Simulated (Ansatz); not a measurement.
## Si: geometry relaxation (part 2 of 2)

Si (12 atoms in the cell); DFT PBE, scalar-relativistic, plane waves, PAW, no spin polarisation (Ansatz 0.2.0); cutoff 420 eV, 4×4×4 k-mesh, Gaussian smearing of 0.1 eV. The structure was made by a generator, so it may or may not be a known phase.

Geometry of the input (Å; fractional positions):
```
6.1482  0.0000  0.0000
0.0000  5.5859  0.0000
0.0000  0.0000  6.7040
Si 0.3326  0.0000  0.0000
Si 0.1674  0.0000  0.5000
Si 0.6674  0.0000  0.0000
Si 0.8326  0.0000  0.5000
Si 0.6785  0.6425  0.1059
Si 0.8215  0.3575  0.6059
Si 0.8215  0.6425  0.3941
Si 0.6785  0.3575  0.8941
Si 0.3215  0.3575  0.8941
Si 0.1785  0.6425  0.3941
Si 0.1785  0.3575  0.6059
Si 0.3215  0.6425  0.1059
```

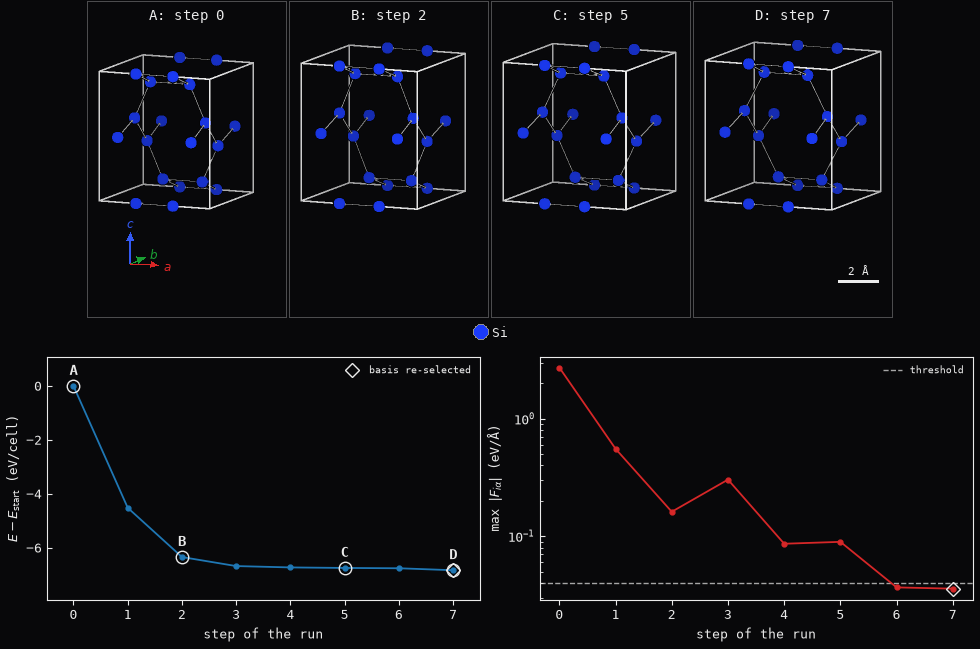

Frames of the relaxation (ball-and-stick view of the cell of the calculation, seen slightly off an axis) above the curves, on which the letters mark them (the first geometry is step 0 here and step 1 in the log).

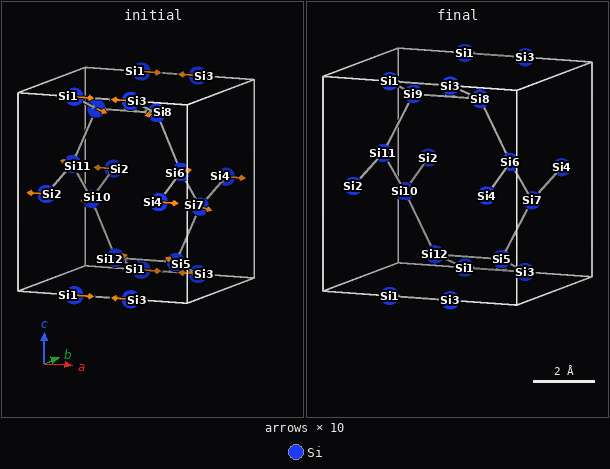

Before (left) and after (right) the relaxation, at one scale (ball-and-stick view of the cell of the calculation, seen slightly off an axis). The orange arrows give the displacements (without the part carried along by the change of the cell), magnified 10 times. The largest moves relative to the cell, 0.078 Å, are those of Si1, Si2, Si3 and Si4. Cell: a 6.148 → 7.051 Å (+14.7 %), b 5.586 → 6.245 Å (+11.8 %), c 6.704 → 7.256 Å (+8.2 %). Volume +38.8 %. Among the contacts that change: Si10–Si11 2.133 → 2.379 Å, Si1–Si12 2.121 → 2.362 Å, Si5–Si12 2.195 → 2.422 Å, Si10–Si12 2.122 → 2.340 Å. Among the angles that change: Si8–Si6–Si11 114.5° → 118.1°. The space group stays Pmna (No. 53). The energy falls by 6.759 eV per cell of the calculation in 6 geometry steps. Largest force component: 2.7 eV/Å at the start, 0.036 eV/Å at the end. Pressure: 34.42 GPa at the start and −0.06 GPa at the end. A last SCF at the same geometry on a re-selected plane-wave basis shifts the energy by −73.2 meV per cell of the calculation. (Atoms are counted from 1 in the order of the input.)

```
basis re-selected at this cell: Δ(F+E_penalty+E_count) = -7.315e-2 eV, ΔP = +0.225 GPa vs the last step (what re-selecting the basis moved, of the pressure what is left beyond the Pulay correction that the steps carried, after the strain that the cell walked since its last selection, with what the two solves' SCF thresholds leave and, on support functions, any second-order correction that the steps lacked; it is no measure of the basis error at this ecutwfc). The dense FFT grid was sized anew with the basis: this SCF ran on 48×45×50 points, the steps before it on 45×40×45, so part of this shift can come from that change (see relax.cell in the input reference). This SCF's stress stands 1.36e-1 GPa from its target on what of the cell is left free (relax.cell.stress_tol is 4.00e-1 GPa) and its largest allowed force component is 3.58e-2 eV/Å (relax.f_tol is 4.00e-2 eV/Å): within both
SCF converged after 5 iterations
Free energy (F): -7623.130839 eV
Harris-Foulkes:  -7623.130839 eV  (|F-HF|=4.17e-10)
Internal energy: -7623.130198 eV  (E = F + TS)
E sigma→0 (E₀):  -7623.130519 eV
Entropy (-TS):   -0.000641 eV (-0.053 meV/atom)
Fermi energy:    3.685372 eV
--- Per-component energies (eV) ---
  E_band       = -59.025089
  E_kinetic    = 472.967132
  E_local      = -756.909244  (includes V_loc(G=0)·N_el)
  E_nonlocal   = 311.293226
  E_hartree    = 246.526158
  E_xc         = -655.739455
  E_vxc        = -551.682906  (∫ρ·V_xc dr)
  E_paw        = -6151.301814  (= ΣΔE_a)
  E_vpaw       = -27.745362  (= ΣTr[D̂ρ^β])
  E_aug_tail   = 0.000077  (compensation charges beyond the density's cutoff)
  E_ewald      = -1089.966278
  E_smearing   = -0.000641  (= −TS)
  E_closure    = -0.000000  (closes the sum)
  Σ components = -7623.130839   (vs F -7623.130839, Δ=0.00e0)
--- Forces (eV/Å), atoms counted from 1 ---
  atom   1  Si     0.03576018     0.00000000     0.00000000
  atom   2  Si    -0.03576018     0.00000000     0.00000000
  atom   3  Si    -0.03576018     0.00000000     0.00000000
  atom   4  Si     0.03576018     0.00000000     0.00000000
  atom   5  Si    -0.02308846     0.02861316     0.00810259
  atom   6  Si     0.02308846    -0.02861316     0.00810259
  atom   7  Si     0.02308846     0.02861316    -0.00810259
  atom   8  Si    -0.02308846    -0.02861316    -0.00810259
  atom   9  Si     0.02308846    -0.02861316    -0.00810259
  atom  10  Si    -0.02308846     0.02861316    -0.00810259
  atom  11  Si    -0.02308846    -0.02861316     0.00810259
  atom  12  Si     0.02308846     0.02861316     0.00810259
  max |Σ_I F_I| component: 1.39e-17 eV/Å
--- Stress (GPa, compression-positive) ---
        0.008277       0.000000       0.000000
        0.000000      -0.136228       0.000000
        0.000000       0.000000      -0.059274
  P = ⅓ Tr σ = -0.0624 GPa (-0.624 kbar)
--- Band table (eV; the first three rows and the last of 27) ---
  k-point 0: bands = ["-7.9758", "-6.9391", "-5.5881", "-5.5401", "-4.4971", "-3.6695", "-3.5955", "-3.5809", "-3.5680", "-1.6130", "-0.9752", "-0.8160", "-0.2743", "-0.1948", "-0.1234", "0.8903", "1.1153", "1.4025", "1.5257", "1.7432", "2.7166", "2.7468", "2.8318", "3.5487", "3.7937", "4.7492", "5.0357", "5.4608", "5.7388", "6.1844", "6.6779", "7.0110", "7.2987", "7.4845", "7.7753", "8.1012"]
  k-point 1: bands = ["-7.8739", "-7.1872", "-5.4078", "-5.2757", "-4.4906", "-4.3963", "-3.7681", "-3.7660", "-2.6689", "-1.5426", "-0.9232", "-0.7275", "-0.5676", "-0.5425", "0.0537", "0.6700", "1.4158", "1.5419", "1.5942", "1.9989", "2.2704", "2.5807", "3.2552", "3.4711", "4.1865", "4.7125", "5.0255", "5.5413", "5.7972", "5.8722", "6.5616", "6.8638", "7.0127", "7.0522", "7.4349", "7.8383"]
  k-point 2: bands = ["-7.5861", "-7.5861", "-5.0183", "-5.0183", "-4.7342", "-4.7342", "-3.9169", "-3.9169", "-1.7841", "-1.7841", "-0.9101", "-0.9101", "-0.7768", "-0.7768", "0.5168", "0.5168", "1.4495", "1.4495", "1.9249", "1.9249", "2.2971", "2.2971", "3.5248", "3.5248", "4.7351", "4.7351", "5.0745", "5.0745", "6.0195", "6.0195", "6.3645", "6.3645", "6.5414", "6.5414", "7.6794", "7.6794"]
  k-point 26: bands = ["-6.8226", "-6.8226", "-6.6535", "-6.6535", "-4.5719", "-4.5719", "-3.6501", "-3.6501", "-1.3505", "-1.3505", "-0.6283", "-0.6283", "-0.2468", "-0.2468", "0.9231", "0.9231", "1.3882", "1.3882", "2.1125", "2.1125", "2.4313", "2.4313", "2.7693", "2.7693", "4.1636", "4.1636", "5.0051", "5.0051", "5.5080", "5.5080", "5.9273", "5.9273", "6.1131", "6.1131", "7.0107", "7.0107"]
--- Relaxed structure (7 steps of the walk, 7 accepted, 1 SCFs on fresh bases) ---
  F+E_penalty+E_count = -7623.13083931 eV   max|allowed force component| = 3.576e-2 eV/Å   (the final SCF, on the basis selected at the relaxed cell)
  cell:  # Å, volume = 319.5014 Å³
    - [7.051143595908527, 0.0, 0.0]
    - [0.0, 6.245137040018756, 0.0]
    - [0.0, 0.0, 7.255565513109864]
  atoms:
    - { symbol: Si, position: [0.34368365095855113, 5.175930279038864e-20, 3.773590378732024e-20] }
    - { symbol: Si, position: [0.15631634904144892, 5.1759302790388664e-20, 0.5] }
    - { symbol: Si, position: [0.6563163490414488, 5.175930279038863e-20, 3.773590378732024e-20] }
    - { symbol: Si, position: [0.8436836509585511, 5.175930279038866e-20, 0.5] }
    - { symbol: Si, position: [0.6717313658334848, 0.6435245204714128, 0.10779471945758107] }
    - { symbol: Si, position: [0.8282686341665151, 0.35647547952858716, 0.607794719457581] }
    - { symbol: Si, position: [0.8282686341665151, 0.6435245204714128, 0.3922052805424189] }
    - { symbol: Si, position: [0.6717313658334848, 0.3564754795285872, 0.892205280542419] }
    - { symbol: Si, position: [0.32826863416651525, 0.3564754795285872, 0.892205280542419] }
    - { symbol: Si, position: [0.1717313658334847, 0.6435245204714128, 0.3922052805424189] }
    - { symbol: Si, position: [0.1717313658334847, 0.3564754795285872, 0.607794719457581] }
    - { symbol: Si, position: [0.32826863416651525, 0.6435245204714128, 0.10779471945758107] }
```

### Trajectory as extended XYZ (Å, eV, eV/Å), 8 frames, from step=1 to step=8
```
12
Lattice="6.1482 0.0000 0.0000 0.0000 5.5859 0.0000 0.0000 0.0000 6.7040" Properties=species:S:1:pos:R:3:forces:R:3 step=1 energy=-7616.29852 pressure_GPa=34.42
Si    2.0446    0.0000    0.0000   -2.7257   0.0000   0.0000
Si    1.0295    0.0000    3.3520    2.7257   0.0000   0.0000
Si    4.1036    0.0000    0.0000    2.7257   0.0000   0.0000
Si    5.1187    0.0000    3.3520   -2.7257   0.0000   0.0000
Si    4.1718    3.5888    0.7100    1.3950  -0.5902   0.3604
Si    5.0505    1.9970    4.0620   -1.3950   0.5902   0.3604
Si    5.0505    3.5888    2.6420   -1.3950  -0.5902  -0.3604
Si    4.1718    1.9970    5.9940    1.3950   0.5902  -0.3604
Si    1.9764    1.9970    5.9940   -1.3950   0.5902  -0.3604
Si    1.0977    3.5888    2.6420    1.3950  -0.5902  -0.3604
Si    1.0977    1.9970    4.0620    1.3950   0.5902   0.3604
Si    1.9764    3.5888    0.7100   -1.3950  -0.5902   0.3604
12
Lattice="6.3093 0.0000 0.0000 0.0000 5.8546 0.0000 0.0000 0.0000 6.9405" Properties=species:S:1:pos:R:3:forces:R:3 step=2 energy=-7620.81583 pressure_GPa=15.84
Si    2.0651    0.0000    0.0000   -0.4710   0.0000   0.0000
Si    1.0896    0.0000    3.4703    0.4710   0.0000   0.0000
Si    4.2442    0.0000    0.0000    0.4710   0.0000   0.0000
Si    5.2197    0.0000    3.4703   -0.4710   0.0000   0.0000
Si    4.2971    3.7613    0.7295    0.5547  -0.1164  -0.0068
Si    5.1669    2.0933    4.1997   -0.5547   0.1164  -0.0068
Si    5.1669    3.7613    2.7408   -0.5547  -0.1164   0.0068
Si    4.2971    2.0933    6.2111    0.5547   0.1164   0.0068
Si    2.0122    2.0933    6.2111   -0.5547   0.1164   0.0068
Si    1.1424    3.7613    2.7408    0.5547  -0.1164   0.0068
Si    1.1424    2.0933    4.1997    0.5547   0.1164  -0.0068
Si    2.0122    3.7613    0.7295   -0.5547  -0.1164  -0.0068
12
Lattice="6.4671 0.0000 0.0000 0.0000 6.1334 0.0000 0.0000 0.0000 7.1210" Properties=species:S:1:pos:R:3:forces:R:3 step=3 energy=-7622.64202 pressure_GPa=5.32
Si    2.1270    0.0000    0.0000    0.0232   0.0000   0.0000
Si    1.1066    0.0000    3.5605   -0.0232   0.0000   0.0000
Si    4.3401    0.0000    0.0000   -0.0232   0.0000   0.0000
Si    5.3605    0.0000    3.5605    0.0232   0.0000   0.0000
Si    4.4133    3.9554    0.7314    0.1614   0.0005  -0.0006
Si    5.2873    2.1781    4.2919   -0.1614  -0.0005  -0.0006
Si    5.2873    3.9554    2.8291   -0.1614   0.0005   0.0006
Si    4.4133    2.1781    6.3897    0.1614  -0.0005   0.0006
Si    2.0538    2.1781    6.3897   -0.1614  -0.0005   0.0006
Si    1.1797    3.9554    2.8291    0.1614   0.0005   0.0006
Si    1.1797    2.1781    4.2919    0.1614  -0.0005  -0.0006
Si    2.0538    3.9554    0.7314   -0.1614   0.0005  -0.0006
12
Lattice="6.6434 0.0000 0.0000 0.0000 6.4127 0.0000 0.0000 0.0000 7.0557" Properties=species:S:1:pos:R:3:forces:R:3 step=4 energy=-7622.97646 pressure_GPa=1.12
Si    2.2216    0.0000    0.0000   -0.2823   0.0000   0.0000
Si    1.1001    0.0000    3.5278    0.2823   0.0000   0.0000
Si    4.4218    0.0000    0.0000    0.2823   0.0000   0.0000
Si    5.5432    0.0000    3.5278   -0.2823   0.0000   0.0000
Si    4.5023    4.1678    0.7109    0.3031  -0.1288  -0.1433
Si    5.4627    2.2449    4.2387   -0.3031   0.1288  -0.1433
Si    5.4627    4.1678    2.8169   -0.3031  -0.1288   0.1433
Si    4.5023    2.2449    6.3448    0.3031   0.1288   0.1433
Si    2.1410    2.2449    6.3448   -0.3031   0.1288   0.1433
Si    1.1806    4.1678    2.8169    0.3031  -0.1288   0.1433
Si    1.1806    2.2449    4.2387    0.3031   0.1288  -0.1433
Si    2.1410    4.1678    0.7109   -0.3031  -0.1288  -0.1433
12
Lattice="6.7153 0.0000 0.0000 0.0000 6.3844 0.0000 0.0000 0.0000 7.1061" Properties=species:S:1:pos:R:3:forces:R:3 step=5 energy=-7623.02652 pressure_GPa=0.38
Si    2.2494    0.0000    0.0000   -0.0116   0.0000   0.0000
Si    1.1083    0.0000    3.5530    0.0116   0.0000   0.0000
Si    4.4659    0.0000    0.0000    0.0116   0.0000   0.0000
Si    5.6071    0.0000    3.5530   -0.0116   0.0000   0.0000
Si    4.5539    4.1399    0.7197    0.0862  -0.0419  -0.0363
Si    5.5191    2.2445    4.2727   -0.0862   0.0419  -0.0363
Si    5.5191    4.1399    2.8334   -0.0862  -0.0419   0.0363
Si    4.5539    2.2445    6.3864    0.0862   0.0419   0.0363
Si    2.1614    2.2445    6.3864   -0.0862   0.0419   0.0363
Si    1.1962    4.1399    2.8334    0.0862  -0.0419   0.0363
Si    1.1962    2.2445    4.2727    0.0862   0.0419  -0.0363
Si    2.1614    4.1399    0.7197   -0.0862  -0.0419  -0.0363
12
Lattice="6.8441 0.0000 0.0000 0.0000 6.3332 0.0000 0.0000 0.0000 7.1689" Properties=species:S:1:pos:R:3:forces:R:3 step=6 energy=-7623.04608 pressure_GPa=-0.02
Si    2.3134    0.0000    0.0000    0.0895   0.0000   0.0000
Si    1.1086    0.0000    3.5845   -0.0895   0.0000   0.0000
Si    4.5307    0.0000    0.0000   -0.0895   0.0000   0.0000
Si    5.7355    0.0000    3.5845    0.0895   0.0000   0.0000
Si    4.6272    4.0939    0.7426   -0.0083   0.0126   0.0052
Si    5.6390    2.2393    4.3270    0.0083  -0.0126   0.0052
Si    5.6390    4.0939    2.8419    0.0083   0.0126  -0.0052
Si    4.6272    2.2393    6.4264   -0.0083  -0.0126  -0.0052
Si    2.2169    2.2393    6.4264    0.0083  -0.0126  -0.0052
Si    1.2051    4.0939    2.8419   -0.0083   0.0126  -0.0052
Si    1.2051    2.2393    4.3270   -0.0083  -0.0126   0.0052
Si    2.2169    4.0939    0.7426    0.0083   0.0126   0.0052
12
Lattice="7.0511 0.0000 0.0000 0.0000 6.2451 0.0000 0.0000 0.0000 7.2556" Properties=species:S:1:pos:R:3:forces:R:3 step=7 energy=-7623.05768 pressure_GPa=-0.29
Si    2.4234    0.0000    0.0000    0.0367   0.0000   0.0000
Si    1.1022    0.0000    3.6278   -0.0367   0.0000   0.0000
Si    4.6278    0.0000    0.0000   -0.0367   0.0000   0.0000
Si    5.9489    0.0000    3.6278    0.0367   0.0000   0.0000
Si    4.7365    4.0189    0.7821   -0.0221   0.0282   0.0085
Si    5.8402    2.2262    4.4099    0.0221  -0.0282   0.0085
Si    5.8402    4.0189    2.8457    0.0221   0.0282  -0.0085
Si    4.7365    2.2262    6.4735   -0.0221  -0.0282  -0.0085
Si    2.3147    2.2262    6.4735    0.0221  -0.0282  -0.0085
Si    1.2109    4.0189    2.8457   -0.0221   0.0282  -0.0085
Si    1.2109    2.2262    4.4099   -0.0221  -0.0282   0.0085
Si    2.3147    4.0189    0.7821    0.0221   0.0282   0.0085
12
Lattice="7.0511 0.0000 0.0000 0.0000 6.2451 0.0000 0.0000 0.0000 7.2556" Properties=species:S:1:pos:R:3:forces:R:3 step=8 energy=-7623.13084 pressure_GPa=-0.06
Si    2.4234    0.0000    0.0000    0.0358   0.0000   0.0000
Si    1.1022    0.0000    3.6278   -0.0358   0.0000   0.0000
Si    4.6278    0.0000    0.0000   -0.0358   0.0000   0.0000
Si    5.9489    0.0000    3.6278    0.0358   0.0000   0.0000
Si    4.7365    4.0189    0.7821   -0.0231   0.0286   0.0081
Si    5.8402    2.2262    4.4099    0.0231  -0.0286   0.0081
Si    5.8402    4.0189    2.8457    0.0231   0.0286  -0.0081
Si    4.7365    2.2262    6.4735   -0.0231  -0.0286  -0.0081
Si    2.3147    2.2262    6.4735    0.0231  -0.0286  -0.0081
Si    1.2109    4.0189    2.8457   -0.0231   0.0286  -0.0081
Si    1.2109    2.2262    4.4099   -0.0231  -0.0286   0.0081
Si    2.3147    4.0189    0.7821    0.0231   0.0286   0.0081
```

### Results in brief

| quantity | value |
| --- | --- |
| outcome | converged |
| space group (tolerance 0.01 Å) | Pmna (53) |
| electrons treated | 48 |
| free energy | −7623.1308 eV |
| Fermi energy | 3.685 eV |
| gap on the k-point mesh | 0.24 eV |
| pressure | −0.06 GPa |
| final volume | 319.50 Å³ |
| largest force (length of the vector) at the end | 0.038 eV/Å |
| final cell | a = 7.051 Å, b = 6.245 Å, c = 7.256 Å, α = 90.00°, β = 90.00°, γ = 90.00° |
| wall time | 2.7 min |
| peak memory | 0.59 GiB |
